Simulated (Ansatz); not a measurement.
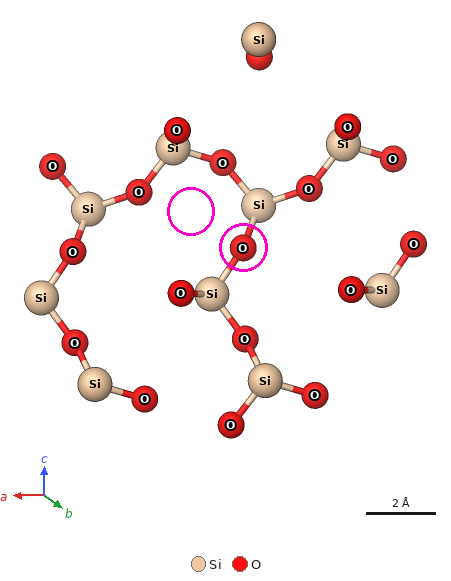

Perfect SiO2. A ball-and-stick model of the atoms within 6.0 Å of one point, in a slice 3.4 Å thick across the line of sight, seen from a free direction.

Theory: DFT, PBEsol, PAW, plane waves (Ansatz). Settings: plane-wave cutoff 420 eV; k-point mesh 1 × 1 × 1; mesh shifted by (0.25, 0.25, 0.25); collinear spin. Fermi-Dirac smearing of 0.01 eV. A uniform background neutralises the charged cell. The axes drawn are those of the host's conventional cell.

An oxygen atom is replaced by nitrogen and an extra oxygen atom is put between the host's atoms (an interstitial), the two sites 2.3 Å apart at the ringed places, in charge state +1. The supercell has 72 sites, and the atoms are relaxed at the host's cell.

### How do the neighbours respond?

In the host the O atom has 2 Si at 1.62 Å; the N atom ends with 1 O at 1.22 Å. The O atom starts with 7 O at 2.28 to 2.74 Å, 2 Si at 2.48 Å around its place and ends with 1 N at 1.22 Å. Of the host's atoms, an oxygen atom moves furthest from its site, by 0.30 Å. The N atom itself moves 0.49 Å from where it was put. The O atom itself moves 0.69 Å from where it was put. The cell ends without a net magnetic moment.

The relaxed defect, seen from the same direction:

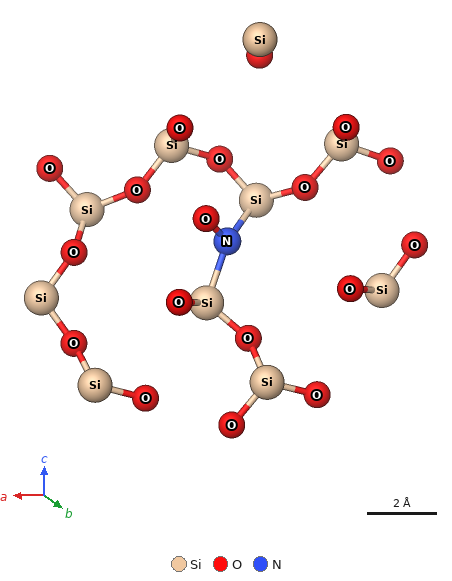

Limits of the set-up: the cell is charged, on a uniform background, and energies carry no finite-size correction.
